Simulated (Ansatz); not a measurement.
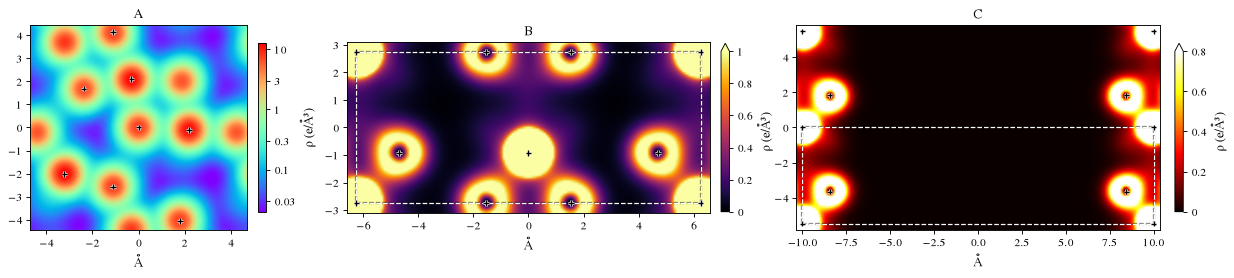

The valence pseudo-density of 3 systems, each on a plane through atoms (crosses mark nuclei in the plane).

The calculation used DFT LDA, scalar-relativistic, plane waves, PAW in Ansatz 0.2.0.

System 1: In$_{2}$O$_{3}$, the (100) plane of the calculation cell. Space group Ia-3.

```
In O
1.0
    -5.03083    5.03083    5.03083
     5.03083   -5.03083    5.03083
     5.03083    5.03083   -5.03083
In O
16 24
Direct
  0.50000 0.50000 0.50000
  0.50000 0.00000 0.00000
  0.00000 0.50000 0.00000
  0.00000 0.00000 0.50000
  0.25000 0.71636 0.46636
  0.75000 0.78364 0.03364
  0.46636 0.25000 0.71636
  0.03364 0.75000 0.78364
  0.71636 0.46636 0.25000
  0.78364 0.03364 0.75000
  0.75000 0.28364 0.53364
  0.25000 0.21636 0.96636
  0.53364 0.75000 0.28364
  0.96636 0.25000 0.21636
  0.28364 0.53364 0.75000
  0.21636 0.96636 0.25000
  0.53622 0.77205 0.54451
  0.72755 0.99171 0.95549
  0.96378 0.50829 0.23584
  0.77245 0.72795 0.26416
  0.54451 0.53622 0.77205
  0.95549 0.72755 0.99171
  0.23584 0.96378 0.50829
  0.26416 0.77245 0.72795
  0.77205 0.54451 0.53622
  0.99171 0.95549 0.72755
  0.50829 0.23584 0.96378
  0.72795 0.26416 0.77245
  0.46378 0.22795 0.45549
  0.27245 0.00829 0.04451
  0.03622 0.49171 0.76416
  0.22755 0.27205 0.73584
  0.45549 0.46378 0.22795
  0.04451 0.27245 0.00829
  0.76416 0.03622 0.49171
  0.73584 0.22755 0.27205
  0.22795 0.45549 0.46378
  0.00829 0.04451 0.27245
  0.49171 0.76416 0.03622
  0.27205 0.73584 0.22755
```

System 2: WS$_{2}$, the (110) plane of the conventional cell. Space group P6₃/mmc; computed pressure about −4 GPa in this cell.

```cif
data_structure
_symmetry_space_group_name_H-M 'P 1'
_symmetry_Int_Tables_number 1
_cell_length_a 3.1800
_cell_length_b 3.1800
_cell_length_c 12.5000
_cell_angle_alpha 90.000
_cell_angle_beta 90.000
_cell_angle_gamma 120.000
_cell_volume 109.47
loop_
_atom_site_label
_atom_site_type_symbol
_atom_site_fract_x
_atom_site_fract_y
_atom_site_fract_z
_atom_site_occupancy
W1 W 0.33333 0.66667 0.25000 1
W2 W 0.66667 0.33333 0.75000 1
S1 S 0.33333 0.66667 0.62644 1
S2 S 0.66667 0.33333 0.12644 1
S3 S 0.33333 0.66667 0.87356 1
S4 S 0.66667 0.33333 0.37356 1
```

System 3: MoS$_{2}$, the (110) plane of the conventional cell. Space group P-6m2; a generated structure, not necessarily the stable one; computed without spin polarisation.

Match each panel to its system.

Panel A is system 1, In$_{2}$O$_{3}$: the plane holds In and O. In–O (2.12 Å): ρ at the midpoint is about 0.57 e/Å³. Panel B is system 2, WS$_{2}$: the plane holds W and S. W–S (2.40 Å): ρ at the midpoint is about 0.64 e/Å³. Panel C is system 3, MoS$_{2}$: the plane holds Mo and S. Mo–S (2.39 Å): ρ is about 0.63 e/Å³ halfway.
